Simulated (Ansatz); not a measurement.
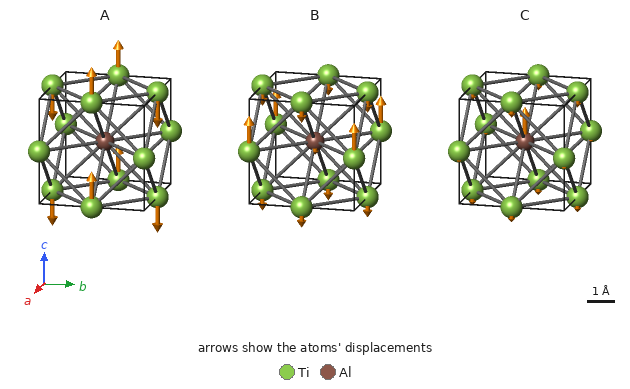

Modes of crystalline Ti$_{3}$Al (a generated structure), space group Pm-3m (No. 221), at the zone centre (one member of each degenerate set). The orange arrows give the relative displacements of the atoms. Style: ball-and-stick. Shown: the cell of the calculation, slightly off an axis.

Theory: Ansatz 0.2.0, DFT PBE, scalar-relativistic, plane waves, PAW.

The frequencies depend somewhat on the k-mesh and the smearing.

Q: Give the symmetry species and the selection rules of each.

A: A is T₂u, silent by symmetry (neither infrared- nor Raman-active) (243 cm⁻¹). B is T₁u, infrared-active by symmetry (218 cm⁻¹). C is T₁u, infrared-active by symmetry (286 cm⁻¹). The crystal has a centre of inversion, so no mode is both. In a metal the free carriers screen the infrared response.
